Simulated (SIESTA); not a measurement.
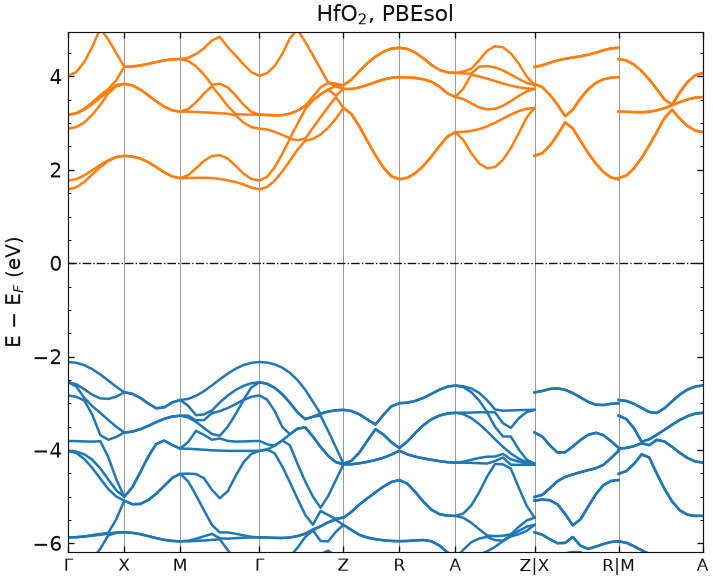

Band structure. Energies are counted from the Fermi level.

### Which Bravais lattice do the labels of the path belong to?

A primitive tetragonal lattice: the path Γ–X–M–Γ–Z–R–A–Z|X–R|M–A runs through the special points of its Brillouin zone.

Structure: rutile-type HfO₂, space group P4_2/mnm, 6 atoms in the cell; a = 4.814 Å, c = 3.205 Å (tetragonal axes).

SIESTA; PBEsol, PseudoDojo 0.4 standard (PBEsol files), no spin polarisation, no spin-orbit coupling, 6×6×8 k mesh, Fermi-Dirac smearing of 0.05 eV.

### What does the band structure say about the gap?

The bands leave a gap. The gap along this path is 3.70 eV and direct: both edges lie at Γ.

### What are the direct gaps at Γ, M and R?

The direct gaps are 3.70 eV at Γ, 4.75 eV at M and 4.80 eV at R.

### How many bands meet at the valence-band top?

The top valence level at Γ is a single band, not degenerate (spin aside).

### How much do the top valence band and the lowest conduction band disperse along the path?

The top valence band spans 1.3 eV and the lowest conduction band 1.7 eV.

The basis of atomic orbitals isn't converged, which shifts gaps and empty levels. Spin-orbit coupling is left out, which matters for Hf. LDA, GGA and most meta-GGA functionals understate gaps. The cell is at 4 GPa in this functional. The usual form of HfO2 is monoclinic.
